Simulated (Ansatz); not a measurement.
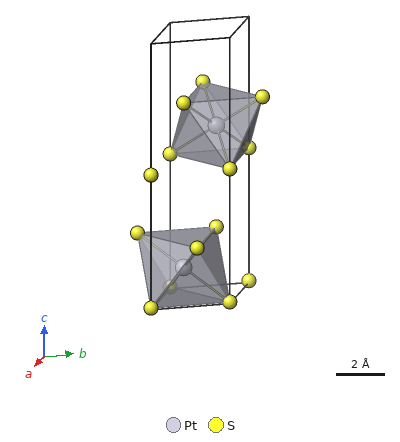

Figure 1. The structure as given in the input (polyhedral view of the cell of the calculation, seen slightly off an axis; polyhedra are completed across the faces of the cell).

Geometry relaxation of PtS₂ (part 1 of 2)

System: PtS₂ (6 atoms in the cell).
Method: DFT, PBEsol, plane waves, PAW, no spin polarisation (Ansatz 0.2.0).

The structure was built on a prototype by a generator.

**Log**
```
Engine: ansatz 0.2.0, x86_64-unknown-linux-gnu
Pseudopotentials: kind: paw
Pseudopotential: Pt, paw, valence charge 18, recommended cutoff 420 eV (normal), Pt.paw.azcp
Pseudopotential: S, paw, valence charge 6, recommended cutoff 420 eV (normal), S.paw.azcp
Functional definition: PBEsol
  exchange = pbesol_x
  correlation = pbesol_c
Crystal: 6 atoms, lattice volume = 122.087 Å³
Basis set: ecut = 420 eV, 2385 PW (Γ), exchange–correlation on 48×48×160 points (8 copies of the dense FFT grid, shifted against one another)
Bands: 36, of which v1, the nominal top of the filled ones, is band 30 counted from 1 (29 counted from 0)
Symmetry: 12 space group operations
Space group: P63mc (ITA 186), of the structure as read, at distance tolerance 5.0e-5 Å
k-points: 24 of 162
Non-local potential: Pt, projectors of the file, l = 0: 3, l = 1: 2, l = 2: 2, l = 3: 1
Non-local potential: S, projectors of the file, l = 0: 2, l = 1: 2, l = 2: 2
PAW form: soft (Blöchl's): semilocal exchange-correlation on the pseudo side does not see the compensation charge
PAW frozen core: Pt, regenerated for the run's functional, and the local potential with it (the file was generated under x = pbe(κ = 0.804, μ = 0.2195149727645171), c = pbe(β = 0.06672455060314922))
PAW frozen core: S, regenerated for the run's functional, and the local potential with it (the file was generated under x = pbe(κ = 0.804, μ = 0.2195149727645171), c = pbe(β = 0.06672455060314922))
PAW one-centre angular grid: Pt, 590 points (default); XC on 64 Gauss nodes
PAW one-centre angular grid: S, 110 points (default); XC on 64 Gauss nodes
Initial density: superposition of atomic densities (neutral atoms: chi_scale 0, normalization atom), corrected by the library's trained network
Initial wavefunctions: pseudopotential atomic-orbital guess
Functional: x = pbesol(κ = 0.804, μ = 0.12345679012345678), c = pbesol(β = 0.046)
SCF iter   1: F=—  HF=-28309.254057 eV  |F-HF|=—  |Δ(HF+E_count)|=         —  Δρ=4.13e-3  dr2=3.61e-2  ethr=1.77e-3  ⟨swp⟩=6.9  Hψ=3579  notcnv=0
preconditioner: auto → Resta (q_TF=auto, 2.424 Å⁻¹)  ε∞=8.5  [insulator: Δε(μ)=1.027 eV  Ē_g=8.139 eV  σ=0.030 eV  W_gap=1.00  n_scr=38 (ndim 8)  ℏωp=22.3 eV  f_vac=0.044  D(μ)=0.00/eV (n_scr^D=0)  ε∞_Penn≈8.5]
SCF iter   2: F=—  HF=-28309.249294 eV  |F-HF|=—  |Δ(HF+E_count)|=   4.76e-3  Δρ=2.07e-3  dr2=4.16e-3  ethr=6.01e-5  ⟨swp⟩=2.5  Hψ=1595  notcnv=0  defer=38
SCF iter   3: F=—  HF=-28309.248613 eV  |F-HF|=—  |Δ(HF+E_count)|=   6.82e-4  Δρ=8.74e-4  dr2=1.00e-3  ethr=6.94e-6  ⟨swp⟩=2.7  Hψ=1551  notcnv=0  defer=38
SCF iter   4: F=—  HF=-28309.248519 eV  |F-HF|=—  |Δ(HF+E_count)|=   9.40e-5  Δρ=1.77e-4  dr2=2.71e-5  ethr=1.67e-6  ⟨swp⟩=2.0  Hψ=1329  notcnv=0  defer=38
SCF iter   5: F=—  HF=-28309.248394 eV  |F-HF|=—  |Δ(HF+E_count)|=   1.24e-4  Δρ=3.38e-5  dr2=1.32e-6  ethr=4.51e-8  ⟨swp⟩=2.1  Hψ=1217  notcnv=0  defer=38
SCF iter   6: F=—  HF=-28309.248395 eV  |F-HF|=—  |Δ(HF+E_count)|=   1.06e-6  Δρ=1.36e-5  dr2=5.21e-7  ethr=2.21e-9  ⟨swp⟩=2.0  Hψ=1318  notcnv=0  defer=38
SCF iter   7: F=-28309.248396 eV  HF=-28309.248396 eV  |F-HF|=2.61e-8  |Δ(HF+E_count)|=   9.90e-8  Δρ=6.19e-6  dr2=8.96e-8  ethr=1.67e-10  ⟨swp⟩=2.9  Hψ=3176  notcnv=0
SCF 1 converged in 7 iterations: F = -28309.248396 eV  dr2 = 8.96e-8
  greatest PAW one-centre occupation: 1.000 electrons in one spin orbital (limit 2), on the Pt atom at site 1 (counted from 0), in its partial waves of l = 0
relax step   1: F+E_penalty+E_count = -28309.24839554 eV  Δ(F+E_penalty+E_count) = +0.000e0 eV  max|allowed force component| = 1.539e0 eV/Å  Δτ_max = 0.0000 Å  P = -6.720 GPa  Ω = 122.087 Å³  (7 SCF iters, dr2 threshold 1.00e-7 eV, accepted)
Crystal: 6 atoms, lattice volume = 127.179 Å³
Basis set: ecut = 420 eV, 2437 PW (Γ), exchange–correlation on 48×48×160 points (8 copies of the dense FFT grid, shifted against one another)
Initial density: handed on by an earlier stage of this run
Initial wavefunctions: those handed on with the density
iter 1 solved again at ethr=3.20e-4 eV; its pass at ethr=3.10e-3 eV (dr2=1.92e-1 eV) is discarded
SCF iter   1: F=—  HF=-28309.693366 eV  |F-HF|=—  |Δ(HF+E_count)|=         —  Δρ=1.65e-2  dr2=1.94e-1  ethr=3.20e-4  ⟨swp⟩=1.0  Hψ=4603  notcnv=0
preconditioner: auto → Resta (q_TF=auto, 2.407 Å⁻¹)  ε∞=7.5  [insulator: Δε(μ)=1.263 eV  Ē_g=8.586 eV  σ=0.030 eV  W_gap=1.00  n_scr=38 (ndim 8)  ℏωp=21.8 eV  f_vac=0.124  D(μ)=0.00/eV (n_scr^D=0)  ε∞_Penn≈7.5]
SCF iter   2: F=—  HF=-28309.655538 eV  |F-HF|=—  |Δ(HF+E_count)|=   3.78e-2  Δρ=8.76e-3  dr2=5.15e-2  ethr=3.20e-4  ⟨swp⟩=2.2  Hψ=1082  notcnv=0
SCF iter   3: F=—  HF=-28309.644570 eV  |F-HF|=—  |Δ(HF+E_count)|=   1.10e-2  Δρ=2.43e-3  dr2=1.22e-2  ethr=8.58e-5  ⟨swp⟩=2.0  Hψ=1416  notcnv=0
SCF iter   4: F=—  HF=-28309.642634 eV  |F-HF|=—  |Δ(HF+E_count)|=   1.94e-3  Δρ=6.89e-4  dr2=9.74e-4  ethr=2.04e-5  ⟨swp⟩=2.5  Hψ=1299  notcnv=0
SCF iter   5: F=—  HF=-28309.642741 eV  |F-HF|=—  |Δ(HF+E_count)|=   1.07e-4  Δρ=1.90e-4  dr2=1.04e-4  ethr=1.62e-6  ⟨swp⟩=2.5  Hψ=1332  notcnv=0
SCF iter   6: F=—  HF=-28309.642874 eV  |F-HF|=—  |Δ(HF+E_count)|=   1.33e-4  Δρ=5.72e-5  dr2=7.18e-6  ethr=1.73e-7  ⟨swp⟩=2.0  Hψ=1297  notcnv=0
SCF iter   7: F=—  HF=-28309.642885 eV  |F-HF|=—  |Δ(HF+E_count)|=   1.09e-5  Δρ=2.49e-5  dr2=1.61e-6  ethr=1.20e-8  ⟨swp⟩=2.1  Hψ=1386  notcnv=0
SCF iter   8: F=-28309.642886 eV  HF=-28309.642886 eV  |F-HF|=2.47e-7  |Δ(HF+E_count)|=   8.57e-7  Δρ=9.23e-6  dr2=1.76e-7  ethr=1.00e-9  ⟨swp⟩=4.5  Hψ=2931  notcnv=0
SCF 2 converged in 8 iterations: F = -28309.642886 eV  dr2 = 1.76e-7
relax step   2: F+E_penalty+E_count = -28309.64288601 eV  Δ(F+E_penalty+E_count) = -3.945e-1 eV  max|allowed force component| = 3.850e-1 eV/Å  Δτ_max = 0.1947 Å  P = -0.356 GPa  Ω = 127.179 Å³  energy of the carried Pulay correction = -6.841e-4 eV  (8 SCF iters, dr2 threshold 6.00e-7 eV, accepted)
Crystal: 6 atoms, lattice volume = 120.671 Å³
Basis set: ecut = 420 eV, 2347 PW (Γ), exchange–correlation on 48×48×160 points (8 copies of the dense FFT grid, shifted against one another)
iter 1 solved again at ethr=5.28e-5 eV; its pass at ethr=3.10e-3 eV (dr2=3.17e-2 eV) is discarded
SCF iter   1: F=—  HF=-28309.724640 eV  |F-HF|=—  |Δ(HF+E_count)|=         —  Δρ=7.55e-3  dr2=3.25e-2  ethr=5.28e-5  ⟨swp⟩=1.5  Hψ=4197  notcnv=0
preconditioner: auto → Resta (q_TF=auto, 2.428 Å⁻¹)  ε∞=7.8  [insulator: Δε(μ)=1.184 eV  Ē_g=8.612 eV  σ=0.030 eV  W_gap=1.00  n_scr=38 (ndim 8)  ℏωp=22.4 eV  f_vac=0.056  D(μ)=0.00/eV (n_scr^D=0)  ε∞_Penn≈7.8]
SCF iter   2: F=—  HF=-28309.718308 eV  |F-HF|=—  |Δ(HF+E_count)|=   6.33e-3  Δρ=3.81e-3  dr2=7.76e-3  ethr=5.28e-5  ⟨swp⟩=2.5  Hψ=1145  notcnv=0
SCF iter   3: F=—  HF=-28309.716973 eV  |F-HF|=—  |Δ(HF+E_count)|=   1.33e-3  Δρ=1.17e-3  dr2=1.57e-3  ethr=1.29e-5  ⟨swp⟩=2.7  Hψ=1408  notcnv=0
SCF iter   4: F=—  HF=-28309.716777 eV  |F-HF|=—  |Δ(HF+E_count)|=   1.97e-4  Δρ=2.70e-4  dr2=1.13e-4  ethr=2.62e-6  ⟨swp⟩=2.7  Hψ=1345  notcnv=0
SCF iter   5: F=—  HF=-28309.716812 eV  |F-HF|=—  |Δ(HF+E_count)|=   3.58e-5  Δρ=6.55e-5  dr2=1.16e-5  ethr=1.89e-7  ⟨swp⟩=2.2  Hψ=1269  notcnv=0
SCF iter   6: F=—  HF=-28309.716825 eV  |F-HF|=—  |Δ(HF+E_count)|=   1.24e-5  Δρ=1.82e-5  dr2=6.09e-7  ethr=1.00e-9  ⟨swp⟩=3.2  Hψ=3745  notcnv=0
SCF iter   7: F=-28309.716825 eV  HF=-28309.716825 eV  |F-HF|=2.01e-8  |Δ(HF+E_count)|=   6.42e-7  Δρ=7.26e-6  dr2=1.22e-7  ethr=1.00e-9  ⟨swp⟩=4.1  Hψ=2918  notcnv=0
SCF 3 converged in 7 iterations: F = -28309.716825 eV  dr2 = 1.22e-7
relax step   3: F+E_penalty+E_count = -28309.71682545 eV  Δ(F+E_penalty+E_count) = -7.394e-2 eV  max|allowed force component| = 3.033e-2 eV/Å  Δτ_max = 0.0876 Å  P = +0.006 GPa  Ω = 120.671 Å³  energy of the carried Pulay correction = +1.954e-4 eV  (7 SCF iters, dr2 threshold 6.00e-7 eV, accepted)
Crystal: 6 atoms, lattice volume = 118.468 Å³
Basis set: ecut = 420 eV, 2275 PW (Γ), exchange–correlation on 48×48×160 points (8 copies of the dense FFT grid, shifted against one another)
iter 1 solved again at ethr=4.89e-6 eV; its pass at ethr=3.10e-3 eV (dr2=2.94e-3 eV) is discarded
SCF iter   1: F=—  HF=-28309.723079 eV  |F-HF|=—  |Δ(HF+E_count)|=         —  Δρ=2.24e-3  dr2=2.91e-3  ethr=4.89e-6  ⟨swp⟩=2.1  Hψ=4635  notcnv=0
preconditioner: auto → Resta (q_TF=auto, 2.436 Å⁻¹)  ε∞=7.9  [insulator: Δε(μ)=1.135 eV  Ē_g=8.609 eV  σ=0.030 eV  W_gap=1.00  n_scr=38 (ndim 8)  ℏωp=22.6 eV  f_vac=0.046  D(μ)=0.00/eV (n_scr^D=0)  ε∞_Penn≈7.9]
SCF iter   2: F=—  HF=-28309.722683 eV  |F-HF|=—  |Δ(HF+E_count)|=   3.96e-4  Δρ=1.18e-3  dr2=6.22e-4  ethr=4.85e-6  ⟨swp⟩=1.4  Hψ=1019  notcnv=0
SCF iter   3: F=—  HF=-28309.722651 eV  |F-HF|=—  |Δ(HF+E_count)|=   3.24e-5  Δρ=3.84e-4  dr2=1.50e-4  ethr=1.04e-6  ⟨swp⟩=2.9  Hψ=1548  notcnv=0
SCF iter   4: F=—  HF=-28309.722682 eV  |F-HF|=—  |Δ(HF+E_count)|=   3.13e-5  Δρ=6.81e-5  dr2=5.45e-6  ethr=2.50e-7  ⟨swp⟩=2.5  Hψ=1254  notcnv=0
SCF iter   5: F=—  HF=-28309.722688 eV  |F-HF|=—  |Δ(HF+E_count)|=   6.19e-6  Δρ=1.64e-5  dr2=6.18e-7  ethr=9.09e-9  ⟨swp⟩=2.0  Hψ=1291  notcnv=0
SCF iter   6: F=-28309.722690 eV  HF=-28309.722690 eV  |F-HF|=2.80e-8  |Δ(HF+E_count)|=   1.07e-6  Δρ=4.03e-6  dr2=2.79e-8  ethr=3.48e-10  ⟨swp⟩=4.2  Hψ=2948  notcnv=0
SCF 4 converged in 6 iterations: F = -28309.722690 eV  dr2 = 2.79e-8
relax step   4: F+E_penalty+E_count = -28309.72268955 eV  Δ(F+E_penalty+E_count) = -5.864e-3 eV  max|allowed force component| = 6.922e-3 eV/Å  Δτ_max = 0.0259 Å  P = +0.002 GPa  Ω = 118.468 Å³  energy of the carried Pulay correction = +5.039e-4 eV  (6 SCF iters, dr2 threshold 2.09e-7 eV, accepted)
Crystal: 6 atoms, lattice volume = 117.149 Å³
Basis set: ecut = 420 eV, 2273 PW (Γ), exchange–correlation on 48×48×160 points (8 copies of the dense FFT grid, shifted against one another)
iter 1 solved again at ethr=2.29e-6 eV; its pass at ethr=3.10e-3 eV (dr2=1.37e-3 eV) is discarded
SCF iter   1: F=—  HF=-28309.726272 eV  |F-HF|=—  |Δ(HF+E_count)|=         —  Δρ=1.71e-3  dr2=1.41e-3  ethr=2.29e-6  ⟨swp⟩=3.4  Hψ=5019  notcnv=0
preconditioner: auto → Resta (q_TF=auto, 2.440 Å⁻¹)  ε∞=8.0  [insulator: Δε(μ)=1.047 eV  Ē_g=8.592 eV  σ=0.030 eV  W_gap=1.00  n_scr=38 (ndim 8)  ℏωp=22.8 eV  f_vac=0.038  D(μ)=0.00/eV (n_scr^D=0)  ε∞_Penn≈8.0]
SCF iter   2: F=—  HF=-28309.726194 eV  |F-HF|=—  |Δ(HF+E_count)|=   7.82e-5  Δρ=9.38e-4  dr2=3.83e-4  ethr=2.29e-6  ⟨swp⟩=1.0  Hψ=864  notcnv=0
SCF iter   3: F=—  HF=-28309.726208 eV  |F-HF|=—  |Δ(HF+E_count)|=   1.39e-5  Δρ=2.20e-4  dr2=8.33e-5  ethr=6.38e-7  ⟨swp⟩=2.5  Hψ=1347  notcnv=0
SCF iter   4: F=—  HF=-28309.726230 eV  |F-HF|=—  |Δ(HF+E_count)|=   2.24e-5  Δρ=4.97e-5  dr2=2.28e-6  ethr=1.39e-7  ⟨swp⟩=2.3  Hψ=1212  notcnv=0
SCF iter   5: F=-28309.726233 eV  HF=-28309.726233 eV  |F-HF|=2.84e-7  |Δ(HF+E_count)|=   2.83e-6  Δρ=1.22e-5  dr2=1.67e-7  ethr=5.71e-10  ⟨swp⟩=5.0  Hψ=3236  notcnv=0
SCF 5 converged in 5 iterations: F = -28309.726233 eV  dr2 = 1.67e-7
relax step   5: F+E_penalty+E_count = -28309.72623318 eV  Δ(F+E_penalty+E_count) = -3.544e-3 eV  max|allowed force component| = 1.514e-2 eV/Å  Δτ_max = 0.0166 Å  P = -0.394 GPa  Ω = 117.149 Å³  energy of the carried Pulay correction = +6.913e-4 eV  (5 SCF iters, dr2 threshold 3.43e-7 eV, accepted)
Crystal: 6 atoms, lattice volume = 113.825 Å³
Basis set: ecut = 420 eV, 2189 PW (Γ), exchange–correlation on 48×48×160 points (8 copies of the dense FFT grid, shifted against one another)
iter 1 solved again at ethr=1.06e-5 eV; its pass at ethr=3.10e-3 eV (dr2=6.34e-3 eV) is discarded
SCF iter   1: F=—  HF=-28309.727686 eV  |F-HF|=—  |Δ(HF+E_count)|=         —  Δρ=3.14e-3  dr2=6.45e-3  ethr=1.06e-5  ⟨swp⟩=2.2  Hψ=4673  notcnv=0
preconditioner: auto → Resta (q_TF=auto, 2.452 Å⁻¹)  ε∞=8.2  [insulator: Δε(μ)=0.962 eV  Ē_g=8.632 eV  σ=0.030 eV  W_gap=1.00  n_scr=38 (ndim 8)  ℏωp=23.1 eV  f_vac=0.029  D(μ)=0.00/eV (n_scr^D=0)  ε∞_Penn≈8.2]
SCF iter   2: F=—  HF=-28309.726819 eV  |F-HF|=—  |Δ(HF+E_count)|=   8.68e-4  Δρ=1.62e-3  dr2=1.09e-3  ethr=1.06e-5  ⟨swp⟩=2.2  Hψ=1237  notcnv=0
SCF iter   3: F=—  HF=-28309.726771 eV  |F-HF|=—  |Δ(HF+E_count)|=   4.80e-5  Δρ=6.62e-4  dr2=2.54e-4  ethr=1.81e-6  ⟨swp⟩=1.4  Hψ=1023  notcnv=0
SCF iter   4: F=—  HF=-28309.726785 eV  |F-HF|=—  |Δ(HF+E_count)|=   1.44e-5  Δρ=7.97e-5  dr2=8.12e-6  ethr=4.23e-7  ⟨swp⟩=2.0  Hψ=1317  notcnv=0
SCF iter   5: F=—  HF=-28309.726795 eV  |F-HF|=—  |Δ(HF+E_count)|=   9.78e-6  Δρ=2.06e-5  dr2=9.43e-7  ethr=1.35e-8  ⟨swp⟩=2.0  Hψ=1304  notcnv=0
SCF iter   6: F=-28309.726796 eV  HF=-28309.726796 eV  |F-HF|=2.86e-8  |Δ(HF+E_count)|=   1.40e-6  Δρ=6.66e-6  dr2=8.38e-8  ethr=7.88e-10  ⟨swp⟩=4.1  Hψ=2933  notcnv=0
SCF 6 converged in 6 iterations: F = -28309.726796 eV  dr2 = 8.38e-8
relax step   6: F+E_penalty+E_count = -28309.72679638 eV  Δ(F+E_penalty+E_count) = -5.632e-4 eV  max|allowed force component| = 2.026e-2 eV/Å  Δτ_max = 0.0335 Å  P = +0.396 GPa  Ω = 113.825 Å³  energy of the carried Pulay correction = +1.173e-3 eV  (6 SCF iters, dr2 threshold 4.73e-7 eV, accepted)
Crystal: 6 atoms, lattice volume = 115.158 Å³
Basis set: ecut = 420 eV, 2237 PW (Γ), exchange–correlation on 48×48×160 points (8 copies of the dense FFT grid, shifted against one another)
iter 1 solved again at ethr=1.61e-6 eV; its pass at ethr=3.10e-3 eV (dr2=9.64e-4 eV) is discarded
SCF iter   1: F=—  HF=-28309.727987 eV  |F-HF|=—  |Δ(HF+E_count)|=         —  Δρ=1.25e-3  dr2=1.09e-3  ethr=1.61e-6  ⟨swp⟩=2.5  Hψ=4530  notcnv=0
preconditioner: auto → Resta (q_TF=auto, 2.447 Å⁻¹)  ε∞=8.1  [insulator: Δε(μ)=0.984 eV  Ē_g=8.616 eV  σ=0.030 eV  W_gap=1.00  n_scr=38 (ndim 8)  ℏωp=23.0 eV  f_vac=0.035  D(μ)=0.00/eV (n_scr^D=0)  ε∞_Penn≈8.1]
SCF iter   2: F=—  HF=-28309.727846 eV  |F-HF|=—  |Δ(HF+E_count)|=   1.42e-4  Δρ=6.41e-4  dr2=1.73e-4  ethr=1.61e-6  ⟨swp⟩=2.5  Hψ=1293  notcnv=0
SCF iter   3: F=—  HF=-28309.727863 eV  |F-HF|=—  |Δ(HF+E_count)|=   1.71e-5  Δρ=2.68e-4  dr2=4.11e-5  ethr=2.89e-7  ⟨swp⟩=1.1  Hψ=901  notcnv=0
SCF iter   4: F=—  HF=-28309.727867 eV  |F-HF|=—  |Δ(HF+E_count)|=   4.15e-6  Δρ=3.15e-5  dr2=1.24e-6  ethr=6.85e-8  ⟨swp⟩=2.2  Hψ=1390  notcnv=0
SCF iter   5: F=-28309.727869 eV  HF=-28309.727869 eV  |F-HF|=1.82e-7  |Δ(HF+E_count)|=   1.64e-6  Δρ=8.04e-6  dr2=1.44e-7  ethr=6.89e-10  ⟨swp⟩=4.1  Hψ=2927  notcnv=0
SCF 7 converged in 5 iterations: F = -28309.727869 eV  dr2 = 1.44e-7
relax step   7: F+E_penalty+E_count = -28309.72786885 eV  Δ(F+E_penalty+E_count) = -1.072e-3 eV  max|allowed force component| = 3.279e-3 eV/Å  Δτ_max = 0.0129 Å  P = +0.001 GPa  Ω = 115.158 Å³  energy of the carried Pulay correction = +9.782e-4 eV  (5 SCF iters, dr2 threshold 4.13e-7 eV, accepted)
Basis set: ecut = 420 eV, 2237 PW (Γ), exchange–correlation on 48×48×144 points (8 copies of the dense FFT grid, shifted against one another)
Initial wavefunctions: pseudopotential atomic-orbital guess (no wavefunctions were taken with the density)
iter 1 solved again at ethr=1.46e-7 eV; its pass at ethr=3.10e-3 eV (dr2=8.74e-5 eV) is discarded
```
